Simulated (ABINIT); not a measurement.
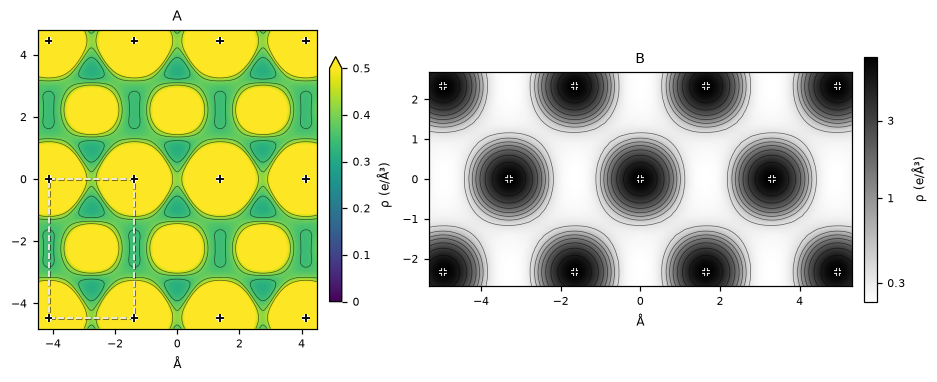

The valence electron density of 2 systems, each on a plane through atoms (crosses mark nuclei in the plane).

Level of theory: Kohn-Sham DFT of a periodic cell, r2SCAN, JTH PAW PBE v2.0 (ABINIT 10.8.3).

System 1: Ta, the (011̄) plane of the conventional cell. Space group Im-3m.

```cif
data_structure
_symmetry_space_group_name_H-M 'P 1'
_symmetry_Int_Tables_number 1
_cell_length_a 3.3026
_cell_length_b 3.3026
_cell_length_c 3.3026
_cell_angle_alpha 90.000
_cell_angle_beta 90.000
_cell_angle_gamma 90.000
_cell_volume 36.02
loop_
_atom_site_label
_atom_site_type_symbol
_atom_site_fract_x
_atom_site_fract_y
_atom_site_fract_z
_atom_site_occupancy
Ta1 Ta 0.00000 0.00000 0.00000 1
Ta2 Ta 0.50000 0.50000 0.50000 1
```

System 2: Re, the (100) plane of the conventional cell. Space group P6₃/mmc.

```yaml
crystal:
  lattice:
    - [2.76080, 0.00000, 0.00000]
    - [-1.38040, 2.39092, 0.00000]
    - [0.00000, 0.00000, 4.45820]
  atoms:
    - { symbol: Re, position: [0.66667, 0.33333, 0.75000] }
    - { symbol: Re, position: [0.33333, 0.66667, 0.25000] }
```

**Which map belongs to which system?**

Panel A is system 2, Re: the plane holds Re. Re–Re (2.76 Å): ρ at the midpoint is about 0.42 e/Å³. Panel B is system 1, Ta: the plane holds Ta. Ta–Ta (2.86 Å): ρ is about 0.3 e/Å³ halfway.
